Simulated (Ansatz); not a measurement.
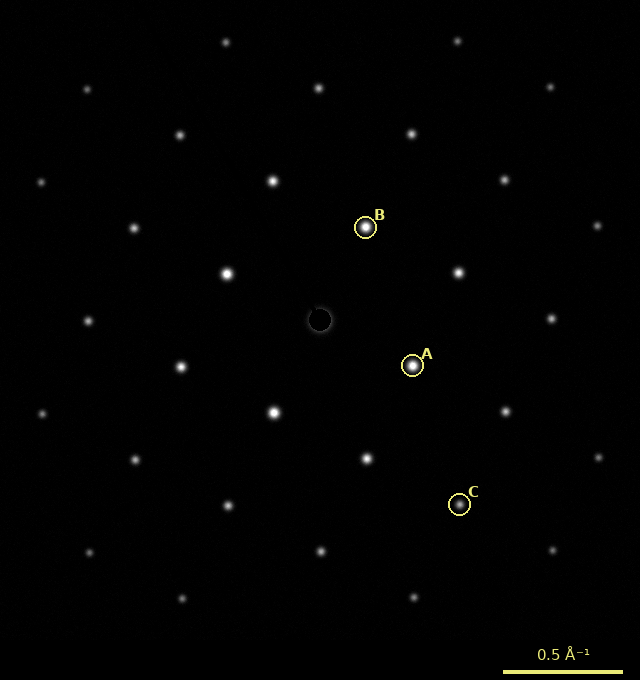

The pattern is a kinematic simulation for 80 kV electrons (no multiple scattering; isotropic B = 0.8 Å²). The zone axis points towards the electron source and the pattern is seen from the source side.

Crystal: Fe, space group Pm-3m (No. 221), a = 2.29 Å. Structure: coordinates from a relaxation with DFT, RPBE, plane waves (420 eV) with PAW, scalar-relativistic (Ansatz 0.2.0); the starting structure was generated, so it need not be a known form of this composition.

Spot A is indexed -1 0 0 and spot B 0 -1 0.

### Index the other marked spot.

C = 2A − B = -2 1 0 (d = 1.023 Å).

### Give [uvw].

The cross product of A and B is parallel to [001]; every spot obeys hu + kv + lw = 0.
